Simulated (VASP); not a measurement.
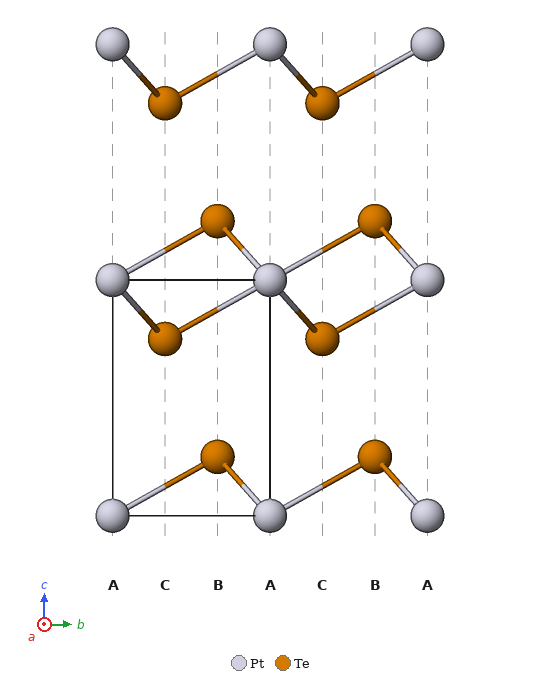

Projection along an edge of the hexagonal mesh, stacking direction c upwards. The dashed lines mark the three columns A (0, 0), B (1/3, 2/3) and C (2/3, 1/3). The sequence starts with the first layer at or above the cell's origin.

System Te₂Pt; source of the atomic positions: an entry of the Crystallography Open Database, as set up for an electronic-structure calculation.

### List the layers of one repeat.

Pt(A) – Te(B) – Te(C) (three layers in 5.20 Å).

### How are the Te layers alone stacked?

Te layers alone: BC, the hexagonal close-packed type.

### Which positions between or in the Te layers do the other atoms fill?

Pt: one octahedral site, counted in one hexagonal cell. One of the two gaps between Te layers is empty, 2.60 Å wide.

### What short polytype symbol fits?

Polytype symbol 1T, the symbol of a layered MX2 polytype (number of slabs in the repeat and lattice).

Heights of the layers:

```csv
layer,atoms (column),height (Å),to next (Å)
1,Pt(A),0.00,1.30
2,Te(B),1.30,2.60
3,Te(C),3.90,1.30
```
